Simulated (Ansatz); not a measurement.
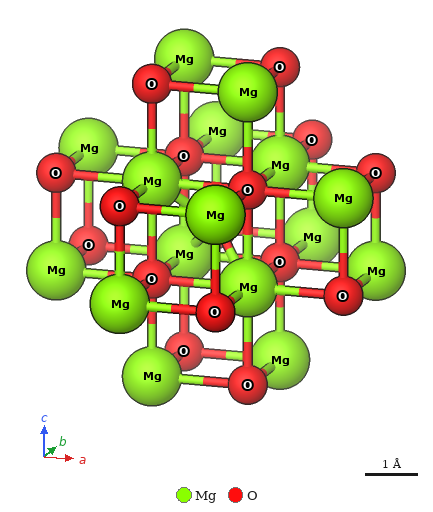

This is the input geometry for a relaxation of a defect cell of composition Mg₈O₉. Style: ball-and-stick. Shown: the atoms within 4.2 Å of the atom that moves most (axes of the conventional cell (4 times the calculation's cell) (origin shifted)), slightly off an axis. Lengths and directions refer to the drawn axes.

It is an interstitial O in Fm-3m MgO. The run prepares the start of a later molecular dynamics calculation, from a guessed geometry.

The calculation used DFT PBE-D3(BJ), scalar-relativistic, plane waves, PAW (Ansatz).

Input file:
```yaml
accuracy: low
crystal:
  lattice:
    - [0.0, 3.907, 3.907]
    - [3.907, 0.0, 3.907]
    - [3.907, 3.907, 0.0]
  atoms:
    - { symbol: Mg, position: [0.0, 0.0, 0.0] }
    - { symbol: O, position: [0.25, 0.25, 0.25] }
    - { symbol: Mg, position: [0.0, 0.0, 0.5] }
    - { symbol: O, position: [0.25, 0.25, 0.75] }
    - { symbol: Mg, position: [0.0, 0.5, 0.0] }
    - { symbol: O, position: [0.25, 0.75, 0.25] }
    - { symbol: Mg, position: [0.0, 0.5, 0.5] }
    - { symbol: O, position: [0.25, 0.75, 0.75] }
    - { symbol: Mg, position: [0.5, 0.0, 0.0] }
    - { symbol: O, position: [0.75, 0.25, 0.25] }
    - { symbol: Mg, position: [0.5, 0.0, 0.5] }
    - { symbol: O, position: [0.75, 0.25, 0.75] }
    - { symbol: Mg, position: [0.5, 0.5, 0.0] }
    - { symbol: O, position: [0.75, 0.75, 0.25] }
    - { symbol: Mg, position: [0.5, 0.5, 0.5] }
    - { symbol: O, position: [0.75, 0.75, 0.75] }
    - { symbol: O, position: [0.1193892, 0.1237268, 0.6261135], spin: 1.0 }
magnetization:
  spin_polarized: true
basis:
  ecutwfc: 420.0
kpoints:
  mp_grid: { grid: [2, 2, 2] }
hamiltonian:
  xc: pbe
  dispersion: d3bj
scf:
  occupations: { method: fermi_dirac, width: 0.05 }
  lower_state_search: "off"
relax:
  f_tol: 0.08
  max_steps: 25
  adjacent_minimum: "off"
output:
  write_density: true
  write_potential: true
  elf: true
  volumetric_format: npy
```

Launched with:
```bash
ansatz run input.yaml --threads 1 --pin off --max-ram 3072MiB --backend cpu --events-out ev --progress --plain --runs-dir out
```

Q: What does the optimiser find from here?

A: O17 moves most: 1.11 Å along [−2 −1 −1]. Largest moves by element: O 1.11 Å, Mg 0.24 Å. The cell doesn't change. Some distances before and after: Mg9–O17 3.242 → 1.981 Å, Mg1–O17 1.687 → 2.828 Å, O12–O17 1.667 → 2.491 Å, O4–O17 1.718 → 2.494 Å. New bonds form: Mg9–O17 (3.24 → 1.98 Å), O2–O17 (1.70 → 1.35 Å). Bonds break: Mg1–O17 (1.69 → 2.83 Å). Among the angles between lasting bonds that change: O6–Mg3–O17 125.9° → 85.2°, Mg7–O2–Mg9 180.0° → 140.2°, O14–Mg11–O17 124.6° → 85.2°. The energy falls by 8.400 eV per cell of the calculation in 14 accepted moves (16 points after the start). The largest force component goes from 6 to 0.049 eV/Å. The line search rejected the trial step at point 11 of the run. 1 step only repeated the SCF at the same geometry. The program noted that the starting moments weren't kept.

The end point in the same view:

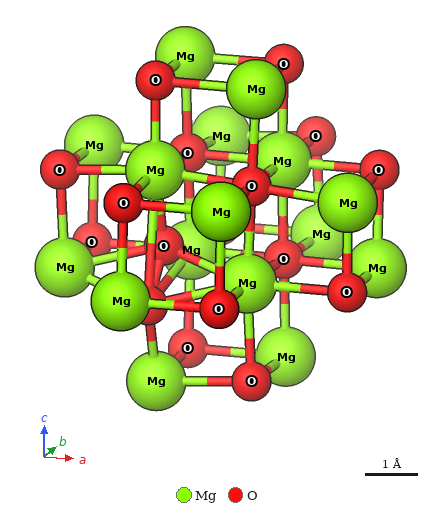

Limits of the set-up: the program's low-accuracy preset was used; the periodic images lie only 5.5 Å apart, so the values are limited by the cell's size.
